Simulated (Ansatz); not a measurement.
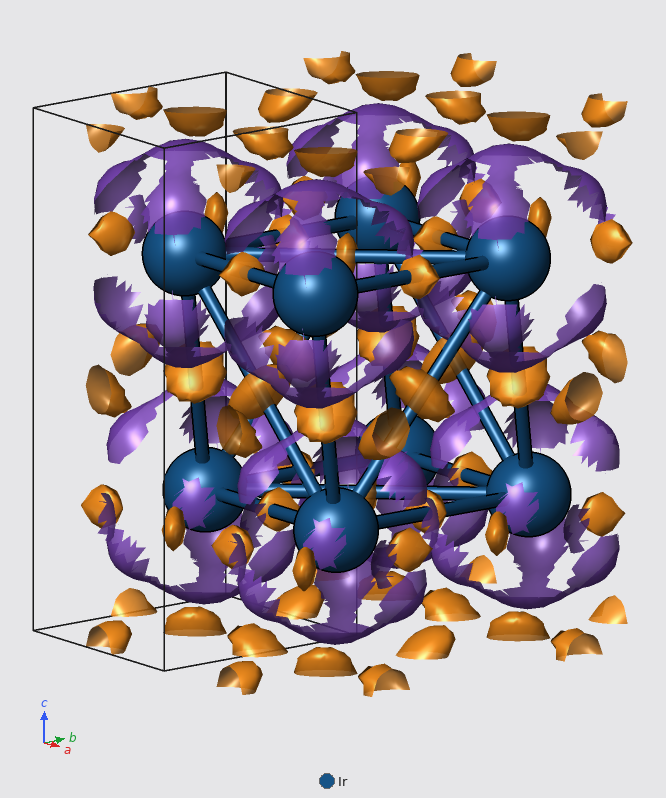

Ir. Density of the crystal less the sum of free-atom densities: orange surfaces at +0.04 and purple ones at −0.04 e/Å³, in the conventional cell, repeated, seen slightly off an axis (the regions close to the nuclei are left out). Cores are masked to 0.9 Å (Ir).

Space group P6_3/mmc. This isn't the usual form at ambient conditions. The cell comes from a database of computed structures, not from a measurement.

Level of theory: DFT PBE, scalar-relativistic, plane waves, PAW in Ansatz.

Core electrons are frozen (PAW), so the fields are smoothed inside the atomic spheres.

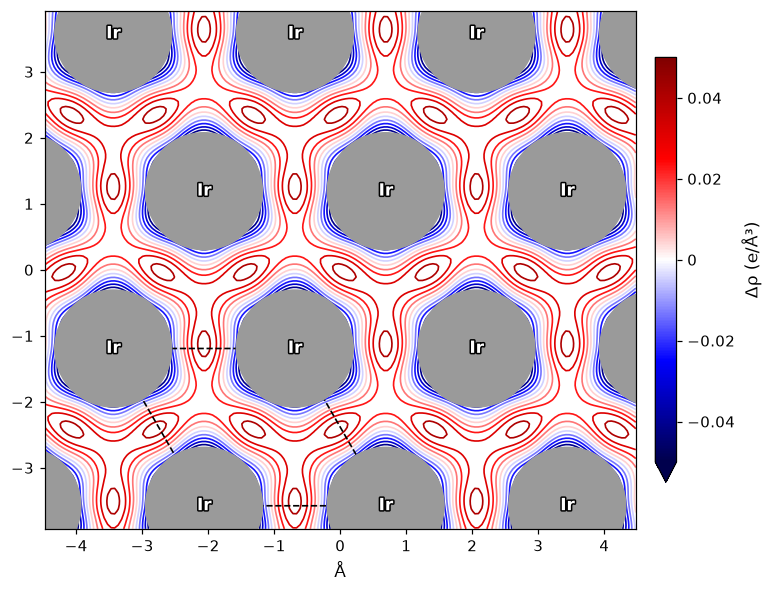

The same field as a map on the (001) plane of the conventional cell, with grey discs over the atomic cores.

**Read the map: where is density gained and where lost?**

Ir–Ir (2.74 Å): Δρ is +0.05 e/Å³ at the midpoint.
- Over the whole cell, outside the masked cores, the largest gain, 0.05 e/Å³, lies 1.4 Å from an iridium nucleus, and the largest loss lies at the edge of the masked core of Ir.
- The rearranged charge, half the integral of |Δρ|, is about 0.16 e an atom.

The run took 14 s on 1 thread of Arm Neoverse V2 (shared host), peak memory 0.34 GiB.
